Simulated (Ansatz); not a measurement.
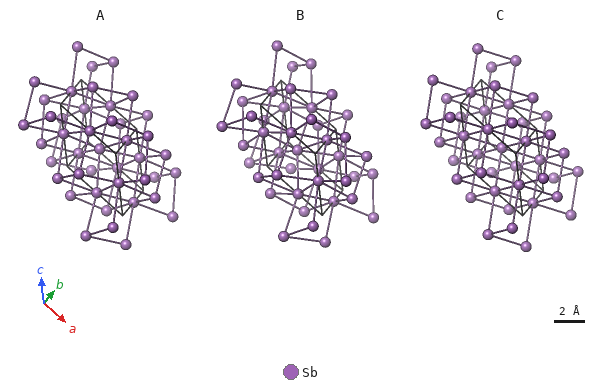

3 geometries from one relaxation of solid Sb (a generated structure, set up in I-43m), in shuffled order. A ball-and-stick model of the cell of the calculation, seen slightly off an axis.

Level of theory: Ansatz 0.2.0, DFT PBE, scalar-relativistic, plane waves, PAW. Settings: plane-wave cutoff 420 eV; k-point mesh 10 × 10 × 10; occupations gaussian; smearing width 0.1 eV; no spin polarisation; cell and atoms relaxed; force threshold 0.01 eV/Å; at most 80 steps.

Put them in the order of the run, from the start to the converged end.

B, A, C. They are steps 0, 1, 4, at +60.2 meV per atom, +16.5 meV per atom relative to the last. The largest moves relative to the cell, 0.33 Å, are those of Sb atoms. The drawn cell changes as follows: a = b = c 5.341 → 5.385 Å (+0.8 %); the volume changes by +2.5 %. Some distances before and after: Sb–Sb 3.130 → 3.109 Å. Among the angles between lasting bonds that change: Sb–Sb–Sb 160.2° → 180.0°, Sb–Sb–Sb 75.2° → 90.0°, Sb–Sb–Sb 103.0° → 90.0°. The space group (tolerance 0.01 Å) goes from I-43m (No. 217) to Pm-3m (No. 221). The energy falls by 60.2 meV per atom in 3 accepted moves (4 points after the start). Largest force component: 0.2 eV/Å at the start, 0.00034 eV/Å at the end. The pressure goes from 0.70 to −0.02 GPa. The SCF was repeated once at an unchanged geometry on a basis and grid sized afresh for the cell, which shifted the energy by 0.1 meV per atom at most.
